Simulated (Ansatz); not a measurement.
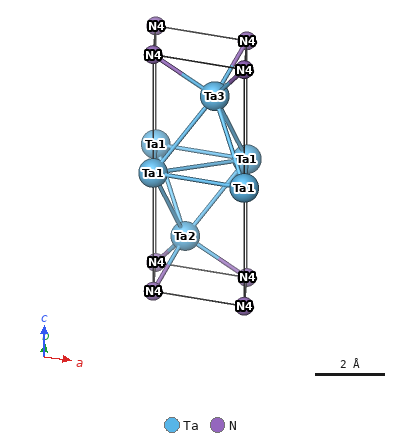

Fig. 1: The structure (ball-and-stick view of the cell of the calculation, seen at an oblique angle; atoms are numbered from 1 in the order of the input). An atom can appear more than once, as a periodic image. Near neighbours in the periodic cell (some may lie outside the picture): Ta has 12 Ta at 2.94 to 3.11 Å; Ta has 3 N at 2.18 Å and 12 Ta at 2.94 to 3.11 Å; N has 6 Ta at 2.18 Å.

## What a change does: single-point calculation on Ta3N

System: Ta3N (P-3m1, 4 atoms in the cell).
Method of the first run: DFT PBE, scalar-relativistic, plane waves, PAW, no spin polarisation (Ansatz 0.2.0).

The structure derives from a Materials Project entry. Text and figures count atoms from 1; the logs count them from 0 in places.

**Input, the first run**
```yaml
crystal:
  lattice:
    - [3.1069396892, 0.0, 0.0]
    - [-1.5534698447, 2.6906886989, 0.0]
    - [0.0, 0.0, 7.1489420245]
  atoms:
    - { symbol: Ta, position: [0.0, 0.0, 0.5] }
    - { symbol: Ta, position: [0.3333333333, 0.6666666667, 0.1735950547] }
    - { symbol: Ta, position: [0.6666666667, 0.3333333333, 0.8264049453] }
    - { symbol: "N", position: [0.0, 0.0, 0.0] }
basis:
  ecutwfc: 420
kpoints:
  mp_grid: { grid: [24, 24, 8] }
hamiltonian:
  xc: pbe
scf:
  occupations: { method: gaussian, width: 0.15 }
output:
  forces: true
  stress: true
  eigenvalues: true
```

Command:
```bash
ansatz run input.yaml --threads 1 --pin off --max-ram 2560MiB --backend cpu --events-out ev --progress --plain --runs-dir out
```

Hardware: 1 thread of AMD EPYC (Zen 5), 32 GiB of memory available, shared host.

**Output, shortened to warnings, some set-up lines, iterations and results (the first run)**
```
Basis set: ecut = 420 eV, 1151 PW (Γ), exchange–correlation on 48×48×96 points (8 copies of the dense FFT grid, shifted against one another)
Symmetry: 12 space group operations
k-points: 449 of 4608
Initial density: superposition of atomic densities (neutral atoms: chi_scale 0, normalization atom), corrected by the library's trained network
[...]
SCF iter   1: F=—  HF=-30182.506786 eV  |F-HF|=—  |Δ(HF+E_count)|=         —  Δρ=9.47e-3  dr2=1.64e-1  ethr=1.77e-3  ⟨swp⟩=4.9  Hψ=50006  notcnv=0
SCF iter   2: F=—  HF=-30182.491965 eV  |F-HF|=—  |Δ(HF+E_count)|=   1.48e-2  Δρ=4.44e-3  dr2=1.76e-2  ethr=3.73e-4  ⟨swp⟩=1.0  Hψ=15716  notcnv=0
SCF iter   3: F=—  HF=-30182.489928 eV  |F-HF|=—  |Δ(HF+E_count)|=   2.04e-3  Δρ=1.96e-3  dr2=3.41e-3  ethr=3.99e-5  ⟨swp⟩=1.0  Hψ=12142  notcnv=0
SCF iter   4: F=—  HF=-30182.489243 eV  |F-HF|=—  |Δ(HF+E_count)|=   6.85e-4  Δρ=5.45e-4  dr2=1.90e-4  ethr=7.74e-6  ⟨swp⟩=2.0  Hψ=15763  notcnv=0
SCF iter   5: F=—  HF=-30182.489204 eV  |F-HF|=—  |Δ(HF+E_count)|=   3.96e-5  Δρ=1.87e-4  dr2=1.77e-5  ethr=4.32e-7  ⟨swp⟩=2.0  Hψ=16495  notcnv=0
SCF iter   6: F=—  HF=-30182.489174 eV  |F-HF|=—  |Δ(HF+E_count)|=   3.02e-5  Δρ=3.58e-5  dr2=1.44e-6  ethr=4.03e-8  ⟨swp⟩=2.0  Hψ=15164  notcnv=0
SCF iter   7: F=-30182.489174 eV  HF=-30182.489174 eV  |F-HF|=7.07e-9  |Δ(HF+E_count)|=   7.28e-8  Δρ=5.63e-6  dr2=1.95e-8  ethr=2.27e-10  ⟨swp⟩=4.4  Hψ=49702  notcnv=0
SCF 1 converged in 7 iterations: F = -30182.489174 eV  dr2 = 1.95e-8
SCF converged after 7 iterations
Free energy (F): -30182.489174 eV
Harris-Foulkes:  -30182.489174 eV  (|F-HF|=7.07e-9)
Internal energy: -30182.460915 eV  (E = F + TS)
E sigma→0 (E₀):  -30182.475044 eV
Entropy (-TS):   -0.028259 eV (-7.065 meV/atom)
Fermi energy:    18.927064 eV
--- Per-component energies (eV) ---
  E_band       = -297.751856
  E_kinetic    = 1229.318400
  E_local      = -1884.417614  (includes V_loc(G=0)·N_el)
  E_nonlocal   = 87.889055
  E_hartree    = 658.334040
  E_xc         = -716.044102
  E_vxc        = -689.347417  (∫ρ·V_xc dr)
  E_paw        = -25316.915523  (= ΣΔE_a)
  E_vpaw       = -357.862368  (= ΣTr[D̂ρ^β])
  E_aug_tail   = 0.000562  (compensation charges beyond the density's cutoff)
  E_ewald      = -4240.625734
  E_smearing   = -0.028259  (= −TS)
  E_closure    = 0.000000  (closes the sum)
  Σ components = -30182.489174   (vs F -30182.489174, Δ=0.00e0)
--- Forces (eV/Å), atoms counted from 1 ---
  atom   1  Ta    -0.00000000     0.00000000     0.00000000
  atom   2  Ta     0.00000000     0.00000000    -0.52261392
  atom   3  Ta    -0.00000000    -0.00000000     0.52261392
  atom   4  N      0.00000000     0.00000000     0.00000000
  max |Σ_I F_I| component: 5.55e-17 eV/Å
--- Stress (GPa, compression-positive) ---
       -3.325479      -0.000000       0.000000
        0.000000      -3.325479      -0.000000
        0.000000      -0.000000       7.865874
  P = ⅓ Tr σ = 0.4050 GPa (4.050 kbar)
```

For the second run the input was changed thus:
```diff
-    - [3.1069396892, 0.0, 0.0]
-    - [-1.5534698447, 2.6906886989, 0.0]
-    - [0.0, 0.0, 7.1489420245]
+    - [3.1899885448, 0.0, 0.0]
+    - [-1.5949942724, 2.7626111176, 0.0]
+    - [0.0, 0.0, 6.7815532148]
```

How does the second run compare with the first run?

With the same functional and potentials, the second run lies 79.9 meV per atom higher. The pressure goes from 0.40 to 1.27 GPa. The largest force goes from 0.523 to 0.873 eV/Å. The number of SCF iterations is the same. The plane waves at Γ go from 1151 to 1199.

**Output, shortened to warnings, some set-up lines, iterations and results (the second run)**
```
Basis set: ecut = 420 eV, 1199 PW (Γ), exchange–correlation on 48×48×96 points (8 copies of the dense FFT grid, shifted against one another)
Symmetry: 12 space group operations
k-points: 449 of 4608
Initial density: superposition of atomic densities (neutral atoms: chi_scale 0, normalization atom), corrected by the library's trained network
[...]
SCF iter   1: F=—  HF=-30182.195319 eV  |F-HF|=—  |Δ(HF+E_count)|=         —  Δρ=1.06e-2  dr2=2.06e-1  ethr=1.77e-3  ⟨swp⟩=4.8  Hψ=50366  notcnv=0
SCF iter   2: F=—  HF=-30182.174291 eV  |F-HF|=—  |Δ(HF+E_count)|=   2.10e-2  Δρ=4.84e-3  dr2=2.70e-2  ethr=4.69e-4  ⟨swp⟩=1.0  Hψ=15715  notcnv=0
SCF iter   3: F=—  HF=-30182.170764 eV  |F-HF|=—  |Δ(HF+E_count)|=   3.53e-3  Δρ=2.09e-3  dr2=5.19e-3  ethr=6.14e-5  ⟨swp⟩=1.2  Hψ=12241  notcnv=0
SCF iter   4: F=—  HF=-30182.169741 eV  |F-HF|=—  |Δ(HF+E_count)|=   1.02e-3  Δρ=6.01e-4  dr2=2.72e-4  ethr=1.18e-5  ⟨swp⟩=2.0  Hψ=15859  notcnv=0
SCF iter   5: F=—  HF=-30182.169689 eV  |F-HF|=—  |Δ(HF+E_count)|=   5.16e-5  Δρ=2.12e-4  dr2=2.19e-5  ethr=6.18e-7  ⟨swp⟩=2.0  Hψ=16472  notcnv=0
SCF iter   6: F=—  HF=-30182.169703 eV  |F-HF|=—  |Δ(HF+E_count)|=   1.45e-5  Δρ=3.85e-5  dr2=1.04e-6  ethr=4.97e-8  ⟨swp⟩=2.0  Hψ=15109  notcnv=0
SCF iter   7: F=-30182.169703 eV  HF=-30182.169703 eV  |F-HF|=2.52e-8  |Δ(HF+E_count)|=   5.13e-8  Δρ=7.90e-6  dr2=4.46e-8  ethr=2.27e-10  ⟨swp⟩=6.7  Hψ=52845  notcnv=0
SCF 1 converged in 7 iterations: F = -30182.169703 eV  dr2 = 4.46e-8
SCF converged after 7 iterations
Free energy (F): -30182.169703 eV
Harris-Foulkes:  -30182.169703 eV  (|F-HF|=2.52e-8)
Internal energy: -30182.138174 eV  (E = F + TS)
E sigma→0 (E₀):  -30182.153939 eV
Entropy (-TS):   -0.031529 eV (-7.882 meV/atom)
Fermi energy:    18.823272 eV
--- Per-component energies (eV) ---
  E_band       = -296.645722
  E_kinetic    = 1230.170327
  E_local      = -1884.152192  (includes V_loc(G=0)·N_el)
  E_nonlocal   = 88.883971
  E_hartree    = 658.099903
  E_xc         = -716.176984
  E_vxc        = -689.547467  (∫ρ·V_xc dr)
  E_paw        = -25317.185186  (= ΣΔE_a)
  E_vpaw       = -358.200201  (= ΣTr[D̂ρ^β])
  E_aug_tail   = 0.000534  (compensation charges beyond the density's cutoff)
  E_ewald      = -4241.778547
  E_smearing   = -0.031529  (= −TS)
  E_closure    = 0.000000  (closes the sum)
  Σ components = -30182.169703   (vs F -30182.169703, Δ=0.00e0)
--- Forces (eV/Å), atoms counted from 1 ---
  atom   1  Ta    -0.00000000    -0.00000000     0.00000000
  atom   2  Ta    -0.00000000     0.00000000    -0.87301374
  atom   3  Ta     0.00000000    -0.00000000     0.87301374
  atom   4  N      0.00000000     0.00000000     0.00000000
  max |Σ_I F_I| component: 2.71e-31 eV/Å
--- Stress (GPa, compression-positive) ---
       -5.600146      -0.000000      -0.000000
        0.000000      -5.600146      -0.000000
       -0.000000       0.000000      15.011545
  P = ⅓ Tr σ = 1.2704 GPa (12.704 kbar)
```

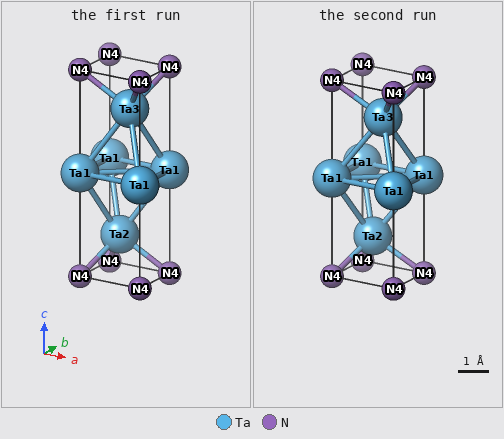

Fig. 2: The two input geometries at one scale (ball-and-stick view of the cell of the calculation, seen slightly off an axis). The atoms keep their places relative to the cell (all moves are under 0.005 Å). The drawn cell changes at constant volume: a = b 3.107 → 3.190 Å (+2.7 %), c 7.149 → 6.782 Å (−5.1 %). Among the contacts that change: Ta1–Ta1 3.107 → 3.190 Å, Ta2–Ta3 3.062 → 2.989 Å, Ta1–Ta2 2.943 → 2.880 Å, Ta2–N4 2.181 → 2.186 Å.

**The two runs side by side**

```csv
quantity,the first run,the second run
outcome,converged,converged
free energy per atom (eV),−7545.6223,−7545.5424
"energy per atom, smearing taken to zero (eV)",−7545.6188,−7545.5385
gap on the mesh (eV),0.00,0.00
pressure (GPa),0.40,1.27
largest force (eV/Å),0.523,0.873
SCF iterations,7,7
irreducible k-points,449,449
plane waves at Γ,1151,1199
wall time (shared host),8.2 s,8.3 s
```

For both runs: Spin–orbit coupling is left out, which matters for Ta.
